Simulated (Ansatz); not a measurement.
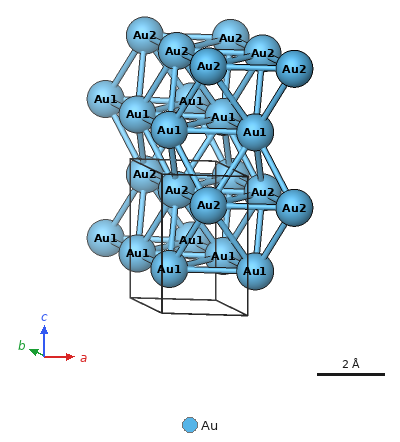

The structure of run 1 (ball-and-stick view of the cell of the calculation, repeated 2 × 3 × 2, seen slightly off an axis; atoms are numbered from 1 in the order of the input). Near neighbours in the crystal (not all of them lie inside the picture): Au has 12 Au at 2.62 Å.

**From Au to Ag**

System: Au (2 atoms in the cell).
Method of run 1: DFT PBE, scalar-relativistic, plane waves, PAW, no spin polarisation (Ansatz 0.2.0).
System of run 2: Ag (P6₃/mmc, 2 atoms in the cell).

On run 1: The structure was made by swapping elements on the sites of another compound; it need not be a known phase. On run 2: The structure was made by swapping elements on the sites of another compound; it need not be a known phase. It belongs to a series of runs on one base structure; here: Cu -> Ag on all its sites, cell and atoms relaxed. Text and figures count atoms from 1; the logs count them from 0 in places.

Input file, run 1:
```yaml
crystal:
  lattice:
    - [2.6202199713, 0.0, 0.0]
    - [-1.3101099857, 2.2691770587, 0.0]
    - [0.0, 0.0, 4.2787857656]
  atoms:
    - { symbol: Au, position: [0.3333333333, 0.6666666667, 0.25] }
    - { symbol: Au, position: [0.6666666667, 0.3333333333, 0.75] }
basis:
  ecutwfc: 420
kpoints:
  mp_grid: { grid: [12, 12, 6] }
hamiltonian:
  xc: pbe
scf:
  occupations: { method: gaussian, width: 0.1 }
output:
  forces: true
  stress: true
  eigenvalues: true
relax:
  adjacent_minimum: "off"
  f_tol: 0.05
  max_steps: 60
  cell: { stress_tol: 0.5 }
```

Command:
```bash
ansatz run input.yaml --threads 1 --pin off --max-ram 2560MiB --backend cpu --events-out ev --progress --plain --runs-dir out
```

Hardware: 1 thread of Intel Xeon (Sapphire Rapids), 192 GiB of memory available, shared host.

Output, shortened to warnings, some set-up lines, iterations and results (run 1):
```
Basis set: ecut = 420 eV, 525 PW (Γ), exchange–correlation on 36×36×60 points (8 copies of the dense FFT grid, shifted against one another)
Symmetry: 24 space group operations
k-points: 76 of 864
Initial density: superposition of atomic densities (neutral atoms: chi_scale 0, normalization atom), corrected by the library's trained network
[...]
SCF iter   1: F=—  HF=-26295.689636 eV  |F-HF|=—  |Δ(HF+E_count)|=         —  Δρ=6.02e-3  dr2=6.97e-3  ethr=1.77e-3  ⟨swp⟩=4.4  Hψ=6573  notcnv=0
SCF iter   2: F=—  HF=-26295.688656 eV  |F-HF|=—  |Δ(HF+E_count)|=   9.80e-4  Δρ=3.38e-3  dr2=2.22e-3  ethr=1.84e-5  ⟨swp⟩=1.9  Hψ=3068  notcnv=0
SCF iter   3: F=—  HF=-26295.688236 eV  |F-HF|=—  |Δ(HF+E_count)|=   4.19e-4  Δρ=2.74e-4  dr2=8.23e-6  ethr=5.83e-6  ⟨swp⟩=2.0  Hψ=2542  notcnv=0
SCF iter   4: F=—  HF=-26295.688238 eV  |F-HF|=—  |Δ(HF+E_count)|=   1.64e-6  Δρ=4.15e-5  dr2=3.13e-7  ethr=2.17e-8  ⟨swp⟩=2.2  Hψ=3075  notcnv=0
SCF iter   5: F=-26295.688238 eV  HF=-26295.688238 eV  |F-HF|=6.66e-10  |Δ(HF+E_count)|=   7.45e-8  Δρ=5.48e-6  dr2=2.94e-9  ethr=8.23e-10  ⟨swp⟩=2.7  Hψ=2997  notcnv=0
[... 58 lines ...]
SCF iter   1: F=—  HF=-26298.630075 eV  |F-HF|=—  |Δ(HF+E_count)|=         —  Δρ=1.17e-4  dr2=1.88e-7  ethr=6.41e-10  ⟨swp⟩=4.0  Hψ=12803  notcnv=0
SCF iter   2: F=—  HF=-26298.630084 eV  |F-HF|=—  |Δ(HF+E_count)|=   9.14e-6  Δρ=5.95e-5  dr2=5.18e-8  ethr=4.95e-10  ⟨swp⟩=1.0  Hψ=1748  notcnv=0
SCF iter   3: F=-26298.630088 eV  HF=-26298.630088 eV  |F-HF|=9.32e-9  |Δ(HF+E_count)|=   4.39e-6  Δρ=3.48e-6  dr2=1.37e-9  ethr=5.26e-12  ⟨swp⟩=3.6  Hψ=7572  notcnv=0
SCF 10 converged in 3 iterations: F = -26298.630088 eV  dr2 = 1.37e-9
relax step  10: F+E_penalty+E_count = -26298.63008837 eV  Δ(F+E_penalty+E_count) = -1.581e-4 eV  max|allowed force component| = 5.551e-17 eV/Å  Δτ_max = 0.0000 Å  P = -0.180 …
basis re-selected at this cell: Δ(F+E_penalty+E_count) = -1.581e-4 eV, ΔP = -0.008 GPa vs the last step (what re-selecting the basis moved, of the pressure what is left beyond the Pulay correction that the steps carried, after the strain that the cell walked since its last selection, with what the …
SCF converged after 3 iterations
Free energy (F): -26298.630088 eV
Harris-Foulkes:  -26298.630088 eV  (|F-HF|=9.32e-9)
Internal energy: -26298.624182 eV  (E = F + TS)
E sigma→0 (E₀):  -26298.627135 eV
Entropy (-TS):   -0.005906 eV (-2.953 meV/atom)
Fermi energy:    19.036401 eV
--- Per-component energies (eV) ---
  E_band       = -463.480098
  E_kinetic    = 1208.278093
  E_local      = -3583.331833  (includes V_loc(G=0)·N_el)
  E_nonlocal   = 148.817233
  E_hartree    = 1517.768489
  E_xc         = -455.267144
  E_vxc        = -549.433854  (∫ρ·V_xc dr)
  E_paw        = -19413.577853  (= ΣΔE_a)
  E_vpaw       = -723.349154  (= ΣTr[D̂ρ^β])
  E_aug_tail   = 0.002803  (compensation charges beyond the density's cutoff)
  E_ewald      = -5721.313970
  E_smearing   = -0.005906  (= −TS)
  E_closure    = -0.000000  (closes the sum)
  Σ components = -26298.630088   (vs F -26298.630088, Δ=0.00e0)
--- Forces (eV/Å), atoms counted from 1 ---
  atom   1  Au     0.00000000     0.00000000     0.00000000
  atom   2  Au    -0.00000000    -0.00000000     0.00000000
  max |Σ_I F_I| component: 4.63e-18 eV/Å
--- Stress (GPa, compression-positive) ---
       -0.377379      -0.000000       0.000000
       -0.000000      -0.377379       0.000000
        0.000000       0.000000       0.215477
  P = ⅓ Tr σ = -0.1798 GPa (-1.798 kbar)
--- Relaxed structure (8 steps of the walk, 8 accepted, 2 SCFs on fresh bases) ---
  F+E_penalty+E_count = -26298.63008837 eV   max|allowed force component| = 5.551e-17 eV/Å   (the final SCF, on the basis selected at the relaxed cell)
  cell:  # Å, volume = 36.1326 Å³
    - [2.9225201227905435, 3.21980460055863e-11, 0.0]
    - [-1.461260061423156, 2.5309766693917286, 0.0]
    - [0.0, 0.0, 4.884872114620414]
  atoms:
    - { symbol: Au, position: [0.3333333333333333, 0.6666666666666667, 0.24999999999999997] }
    - { symbol: Au, position: [0.6666666666666666, 0.33333333333333337, 0.7499999999999998] }
```

The input of run 2 differs as follows (lines with − go, lines with + come):
```diff
-    - [2.6202199713, 0.0, 0.0]
-    - [-1.3101099857, 2.2691770587, 0.0]
-    - [0.0, 0.0, 4.2787857656]
+    - [2.7367566925, 0.0, 0.0]
+    - [-1.3683783463, 2.3701008197, 0.0]
+    - [0.0, 0.0, 4.4690887437]
-    - { symbol: Au, position: [0.3333333333, 0.6666666667, 0.25] }
-    - { symbol: Au, position: [0.6666666667, 0.3333333333, 0.75] }
+    - { symbol: Ag, position: [0.3333333333, 0.6666666667, 0.25] }
+    - { symbol: Ag, position: [0.6666666667, 0.3333333333, 0.75] }
-  mp_grid: { grid: [12, 12, 6] }
+  mp_grid: { grid: [12, 12, 4] }
```

What does this change do to the results?

The total energies belong to different systems, so their difference says nothing on which is more stable or more accurate. The volume per atom goes from 18.07 to 17.96 Å³. The SCF takes 30 iterations over all geometry steps against 48. The irreducible k-points go from 76 to 57. On the same kind of shared host run 2 took about 0.46 times as long.

Output, shortened to warnings, some set-up lines, iterations and results (run 2):
```
Basis set: ecut = 420 eV, 573 PW (Γ), exchange–correlation on 40×40×60 points (8 copies of the dense FFT grid, shifted against one another)
Symmetry: 24 space group operations
k-points: 57 of 576
Initial density: superposition of atomic densities (neutral atoms: chi_scale 0, normalization atom), corrected by the library's trained network
[...]
SCF iter   1: F=—  HF=-15180.499709 eV  |F-HF|=—  |Δ(HF+E_count)|=         —  Δρ=1.71e-3  dr2=2.45e-4  ethr=1.77e-3  ⟨swp⟩=4.5  Hψ=4797  notcnv=0
SCF iter   2: F=—  HF=-15180.500373 eV  |F-HF|=—  |Δ(HF+E_count)|=   6.65e-4  Δρ=9.96e-4  dr2=8.63e-5  ethr=6.45e-7  ⟨swp⟩=2.9  Hψ=3141  notcnv=0
SCF iter   3: F=—  HF=-15180.500544 eV  |F-HF|=—  |Δ(HF+E_count)|=   1.71e-4  Δρ=1.40e-4  dr2=3.30e-6  ethr=2.27e-7  ⟨swp⟩=2.0  Hψ=1881  notcnv=0
SCF iter   4: F=—  HF=-15180.500546 eV  |F-HF|=—  |Δ(HF+E_count)|=   1.36e-6  Δρ=4.35e-5  dr2=3.07e-7  ethr=8.68e-9  ⟨swp⟩=2.2  Hψ=1982  notcnv=0
SCF iter   5: F=-15180.500546 eV  HF=-15180.500546 eV  |F-HF|=2.58e-9  |Δ(HF+E_count)|=   9.15e-8  Δρ=8.40e-6  dr2=1.58e-8  ethr=8.08e-10  ⟨swp⟩=2.3  Hψ=1909  notcnv=0
[... 30 lines ...]
SCF iter   4: F=—  HF=-15181.092983 eV  |F-HF|=—  |Δ(HF+E_count)|=   1.65e-7  Δρ=3.66e-6  dr2=2.46e-9  ethr=7.26e-10  ⟨swp⟩=2.1  Hψ=1974  notcnv=0
SCF iter   5: F=-15181.092983 eV  HF=-15181.092983 eV  |F-HF|=3.46e-11  |Δ(HF+E_count)|=   2.34e-9  Δρ=4.12e-7  dr2=3.07e-11  ethr=6.48e-12  ⟨swp⟩=2.2  Hψ=2067  notcnv=0
SCF iter   6: F=-15181.092983 eV  HF=-15181.092983 eV  |F-HF|=3.64e-12  |Δ(HF+E_count)|=  3.82e-11  Δρ=5.94e-8  dr2=1.84e-13  ethr=1.00e-12  ⟨swp⟩=2.0  Hψ=3408  notcnv=0
SCF 5 converged in 6 iterations: F = -15181.092983 eV  dr2 = 1.84e-13
relax step   5: F+E_penalty+E_count = -15181.09298299 eV  Δ(F+E_penalty+E_count) = -3.090e-3 eV  max|allowed force component| = 1.099e-17 eV/Å  Δτ_max = 0.0000 Å  P = -0.065 …
basis re-selected at this cell: Δ(F+E_penalty+E_count) = -3.090e-3 eV, ΔP = +0.156 GPa vs the last step (what re-selecting the basis moved, of the pressure what is left beyond the Pulay correction that the steps carried, after the strain that the cell walked since its last selection, with what the …
SCF converged after 6 iterations
Free energy (F): -15181.092983 eV
Harris-Foulkes:  -15181.092983 eV  (|F-HF|=3.64e-12)
Internal energy: -15181.088811 eV  (E = F + TS)
E sigma→0 (E₀):  -15181.090897 eV
Entropy (-TS):   -0.004172 eV (-2.086 meV/atom)
Fermi energy:    16.094855 eV
--- Per-component energies (eV) ---
  E_band       = -505.532169
  E_kinetic    = 1054.052175
  E_local      = -4550.102464  (includes V_loc(G=0)·N_el)
  E_nonlocal   = 160.229955
  E_hartree    = 2061.471308
  E_xc         = -369.379178
  E_vxc        = -469.296215  (∫ρ·V_xc dr)
  E_paw        = -7804.211985  (= ΣΔE_a)
  E_vpaw       = -823.358912  (= ΣTr[D̂ρ^β])
  E_aug_tail   = 0.000651  (compensation charges beyond the density's cutoff)
  E_ewald      = -5733.149274
  E_smearing   = -0.004172  (= −TS)
  E_closure    = -0.000000  (closes the sum)
  Σ components = -15181.092983   (vs F -15181.092983, Δ=0.00e0)
--- Forces (eV/Å), atoms counted from 1 ---
  atom   1  Ag     0.00000000    -0.00000000     0.00000000
  atom   2  Ag    -0.00000000     0.00000000     0.00000000
  max |Σ_I F_I| component: 2.31e-18 eV/Å
--- Stress (GPa, compression-positive) ---
       -0.046296       0.000000       0.000000
        0.000000      -0.046296      -0.000000
        0.000000      -0.000000      -0.101258
  P = ⅓ Tr σ = -0.0646 GPa (-0.646 kbar)
--- Relaxed structure (4 steps of the walk, 4 accepted, 1 SCFs on fresh bases) ---
  F+E_penalty+E_count = -15181.09298299 eV   max|allowed force component| = 1.099e-17 eV/Å   (the final SCF, on the basis selected at the relaxed cell)
  cell:  # Å, volume = 35.9163 Å³
    - [2.942310506315604, 3.103565712607146e-11, -2.287747459382946e-34]
    - [-1.4711552531846799, 2.5481156442756494, 3.3727770741663772e-34]
    - [-3.735862397727292e-34, 4.202845197443203e-34, 4.790528856234559]
  atoms:
[...]
```

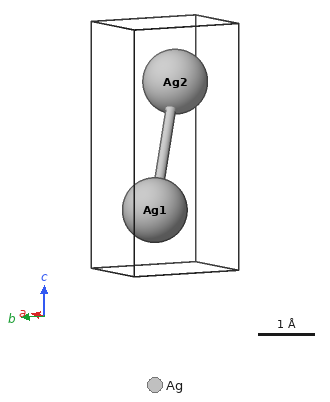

The input structure of run 2 (ball-and-stick view of the cell of the calculation, seen at an oblique angle; atoms are numbered from 1 in the order of the input).

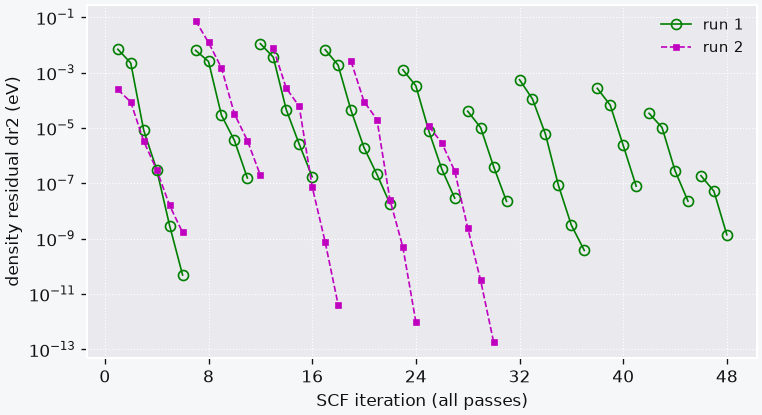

Convergence of the two runs: density residual dr2 against the SCF iteration. A break in a curve parts two SCF passes. Run 1 takes 48 iterations in all, and run 2 takes 30.

The two runs side by side:

| quantity | run 1 | run 2 |
| --- | --- | --- |
| outcome | converged | converged |
| free energy per atom (eV) | −13149.3150 | −7590.5465 |
| energy per atom, smearing taken to zero (eV) | −13149.3136 | −7590.5454 |
| gap on the mesh (eV) | 0.00 | 0.00 |
| pressure (GPa) | −0.18 | −0.06 |
| volume per atom (Å³) | 18.07 | 17.96 |
| largest force (eV/Å) | 0.000 | 0.000 |
| SCF iterations | 48 | 30 |
| irreducible k-points | 76 | 57 |
| wall time (shared host) | 23 s | 11 s |

For run 1: Spin–orbit coupling is left out, which matters for Au.
